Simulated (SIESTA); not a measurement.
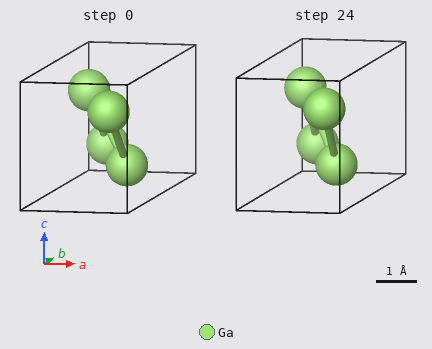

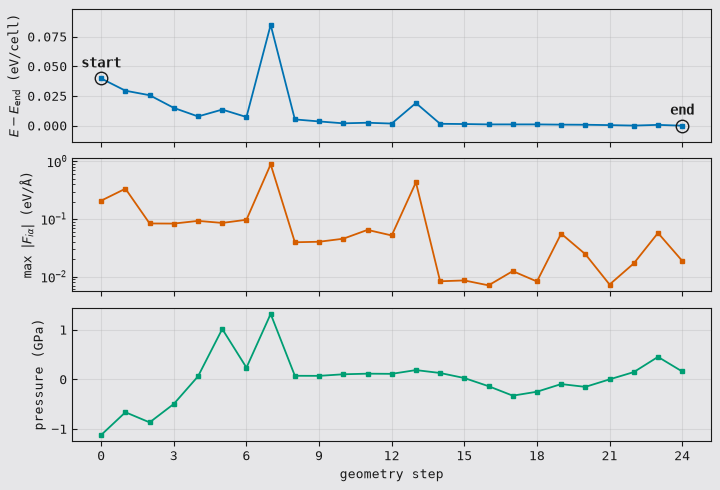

First and last geometry of a relaxation of solid Ga (set up in P2_1/m), with the history of the run. The picture is a ball-and-stick view of the larger cell on standard axes (2 times the calculation's cell), seen slightly off an axis.

The run lets cell and atoms move.

Level of theory: Kohn-Sham DFT of a periodic cell, PBEsol, PseudoDojo 0.4 standard, converted to PSML (SIESTA).

Input
```
SystemName                      Ga
SystemLabel                     Ga
NumberOfSpecies                 1
NumberOfAtoms                   2
%block ChemicalSpeciesLabel
  1  31 Ga
%endblock ChemicalSpeciesLabel

LatticeConstant                 1.0 Ang
%block LatticeVectors
     2.7784220849     0.0000000000     0.0000000000
     0.0000000000     3.2816087900     0.0000000000
    -1.3434310986     0.0000000000     3.9902731763
%endblock LatticeVectors
AtomicCoordinatesFormat         Fractional
%block AtomicCoordinatesAndAtomicSpecies
     0.1345962700     0.7500000000     0.7701668300  1  Ga
     0.8654037300     0.2500000000     0.2298331700  1  Ga
%endblock AtomicCoordinatesAndAtomicSpecies

%block kgrid.MonkhorstPack
    8   0   0  0.0
    0   6   0  0.0
    0   0   5  0.0
%endblock kgrid.MonkhorstPack
XC.Functional                   GGA
XC.Authors                      PBEsol
PAO.BasisSize                   DZP
PAO.EnergyShift                 0.003 Ry
Mesh.Cutoff                     800 Ry
OccupationFunction              FD
ElectronicTemperature           0.05 eV
MaxSCFIterations                120
SCF.MustConverge                false
SCF.Mixer.Method                Pulay
SCF.Mixer.Weight                0.25
SCF.Mixer.History               8
SCF.DM.Tolerance                5.0e-05
SCF.H.Tolerance                 1.0e-03 eV
WriteForces                     true
Charge.Mulliken                 end
MD.TypeOfRun                    CG
MD.Steps                        40
MD.MaxForceTol                  0.02 eV/Ang
MD.MaxDispl                     0.1 Ang
WriteCoorStep                   true
AtomCoorFormatOut               Fractional
MD.VariableCell                 true
MD.MaxStressTol                 0.1 GPa
%block PAO.Basis
  Ga 4
  n=4 0 2
    6.562 0.000
  n=4 1 2
    9.354 0.000
  n=3 2 2
    3.582 0.000
  n=4 2 1
    9.354
%endblock PAO.Basis
```

Command:
```bash
siesta Ga.fdf > Ga.out 2>&1
```

**What do the curves and the structures tell?**

The run was cut off at its time limit before the relaxation converged, so the last structure is only a point on the way. Over 24 geometry steps the energy falls by 39.8 meV per cell of the calculation. The largest force component goes from 0.21 to 0.019 eV/Å. Pressure: −1.12 GPa at the start and 0.16 GPa at the end. The largest moves relative to the cell, 0.072 Å, are those of Ga atoms. The drawn cell changes as follows: a 2.778 → 2.685 Å (−3.4 %), b 7.981 → 7.832 Å (−1.9 %), c 3.282 → 3.380 Å (+3.0 %), γ 89.3° → 89.8°; the volume changes by −2.3 %. Near-neighbour distances that change, for instance: Ga–Ga 2.778 → 2.685 Å, Ga–Ga 2.838 → 2.917 Å, Ga–Ga 2.710 → 2.666 Å, Ga–Ga 2.814 → 2.784 Å. The space group stays P2_1/m (No. 11). At step 7 the optimiser overshot: the energy rose above the start, and later steps came back. Cost: 36 min on 1 thread of Intel(R) Xeon(R) 6975P-C (Granite Rapids), with other jobs on the host, peak memory 0.6 GiB.

| step | E − E(0), meV/atom | largest force component, eV/Å | pressure, GPa | volume, Å³/atom |
| --- | --- | --- | --- | --- |
| 0 | 0.00 | 0.2087 | -1.12 | 18.191 |
| 1 | -5.15 | 0.3362 | -0.66 | 18.027 |
| 2 | -7.05 | 0.0838 | -0.87 | 18.096 |
| 3 | -12.40 | 0.0834 | -0.49 | 17.971 |
| 4 | -16.00 | 0.0929 | 0.06 | 17.767 |
| 5 | -13.10 | 0.0856 | 1.02 | 17.522 |
| 6 | -16.25 | 0.0972 | 0.24 | 17.727 |
| 7 | 22.60 | 0.8886 | 1.32 | 17.760 |
| 8 | -17.25 | 0.0396 | 0.07 | 17.732 |
| 9 | -18.10 | 0.0404 | 0.07 | 17.741 |
| 10 | -18.90 | 0.0456 | 0.10 | 17.756 |
| 11 | -18.65 | 0.0648 | 0.12 | 17.778 |
| 12 | -19.00 | 0.0519 | 0.11 | 17.765 |
| 13 | -10.35 | 0.4333 | 0.19 | 17.833 |
| 14 | -19.10 | 0.0083 | 0.13 | 17.773 |
| 15 | -19.20 | 0.0086 | 0.03 | 17.796 |
| 16 | -19.35 | 0.0071 | -0.14 | 17.833 |
| 17 | -19.35 | 0.0125 | -0.33 | 17.892 |
| 18 | -19.35 | 0.0083 | -0.25 | 17.862 |
| 19 | -19.45 | 0.0558 | -0.09 | 17.832 |
| 20 | -19.50 | 0.0245 | -0.15 | 17.847 |
| 21 | -19.65 | 0.0073 | 0.00 | 17.820 |
| 22 | -19.85 | 0.0170 | 0.15 | 17.776 |
| 23 | -19.55 | 0.0573 | 0.45 | 17.705 |
| 24 | -19.90 | 0.0188 | 0.16 | 17.772 |
